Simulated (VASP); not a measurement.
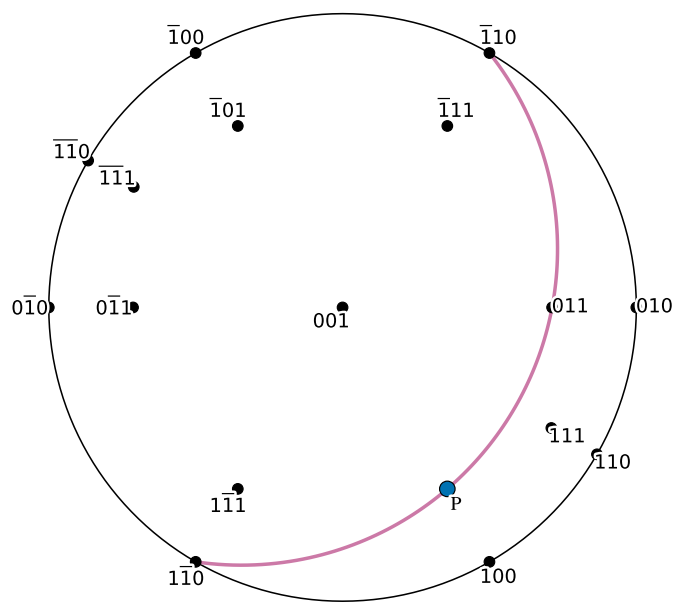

Crystal: Al₂O₃, the end point of a relaxation with VASP Kohn-Sham DFT of a periodic cell, r2SCAN, VASP PAW PBE potentials, recommended (VASP). Stereographic projection of plane normals (upper hemisphere) centred on (0 0 1). The drawing is computed from the coordinates (standard cell, symmetry found to 0.002 Å).

a = 2.984 Å, b = 2.984 Å, c = 7.503 Å, α = 90.00°, β = 90.00°, γ = 120.00°.

### Index the pole marked P.

P is (1 0 1), in four indices (1 0 −1 1), 71.0° from the centre.

### Which zone does the coloured great circle trace?

The zone [1 1 −1]: its poles satisfy h + k − l = 0.

### What is the angle between the normals of (1 1 1) and (−1 1 1), and what are their d_hkl = 1/|g|?

86.4°; d = 1.463 Å and 2.443 Å.
